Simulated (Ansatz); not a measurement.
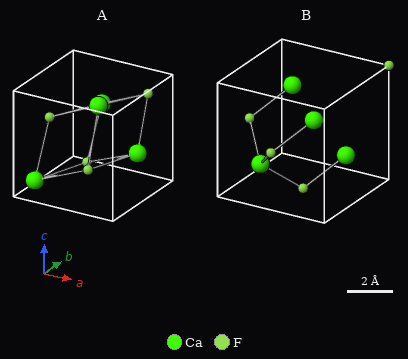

Two geometries of solid CaF (built on the FeSi (B20)_198 type) (coarse preliminary run), drawn at one scale. One is the start of a relaxation, the other its converged end. A ball-and-stick model of the cell of the calculation, seen from a free direction.

The calculation used DFT PBE, scalar-relativistic, plane waves, PAW in Ansatz. (plane-wave cutoff 420 eV; k-point mesh 4 × 4 × 4; occupations gaussian; smearing width 0.1 eV; no spin polarisation; cell and atoms relaxed; force threshold 0.04 eV/Å; at most 70 steps)

Question: Which one is relaxed?

Answer: Structure B is the relaxed one. Case: FeSi (B20) type (P2_13, No. 198). After 9 accepted moves (11 points after the start) the energy has fallen by 5.563 eV per cell of the calculation. Largest force component: 0.37 eV/Å at the start, 0.0029 eV/Å at the end. The pressure goes from 4.54 to −0.29 GPa. The SCF was repeated twice at an unchanged geometry on a basis and grid sized afresh for the cell, which shifted the energy by 0.163 eV per cell of the calculation at most. The largest moves relative to the cell, 1.52 Å, are those of F atoms. Largest moves by element: F 1.52 Å, Ca 1.13 Å. The volume changes by +24.3 %, with a = b = c 5.233 → 5.625 Å (+7.5 %). Among the contacts that change: Ca–F 2.738 → 4.672 Å, Ca–Ca 3.207 → 3.980 Å, Ca–F 2.945 → 2.437 Å, Ca–F 2.624 → 2.432 Å. Bonds break: Ca–F (2.74 → 4.67 Å). The space group stays P2_13 (No. 198). Cost: 99 s on 1 thread of Intel(R) Xeon(R) Platinum 8259CL CPU @ 2.50GHz (Skylake/Cascade Lake), on a shared host, peak memory 0.45 GiB.
